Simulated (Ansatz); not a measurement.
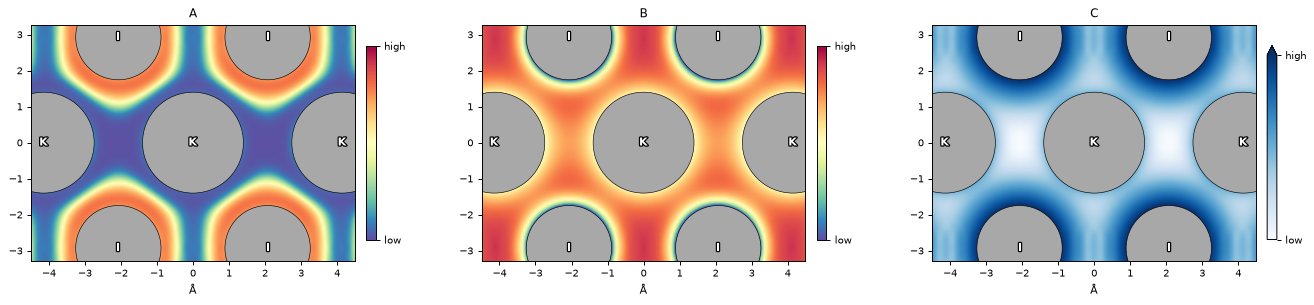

KI: 3 fields on the (011) plane of the conventional cell, with unlabelled colour scales. Grey discs cover the atomic cores.

Space group Pm-3m; changed on purpose from its base cell (Cs replaced by K, lengths x 0.936, strained and moved within the space group); computed pressure about 2 GPa in this cell.

Theory: Ansatz 0.2.0, DFT PBE, scalar-relativistic, plane waves, PAW.

Match the panels to the quantities (electron localisation function, electrostatic potential energy of an electron and valence pseudo-density).

Answer. Panel A: electron localisation function. Panel B: electrostatic potential energy of an electron (low next to the atoms, rising into the space between them). Panel C: valence pseudo-density. From the grid: K–I (3.59 Å): ρ at the midpoint is about 0.08 e/Å³, with its minimum of 0.06 e/Å³ about 1.6 Å from K; the ELF peaks at about 0.80 in the valence shell of I, 1.3 Å from its nucleus, and drops to about 0.05 between the two atoms (a largely ionic contact).
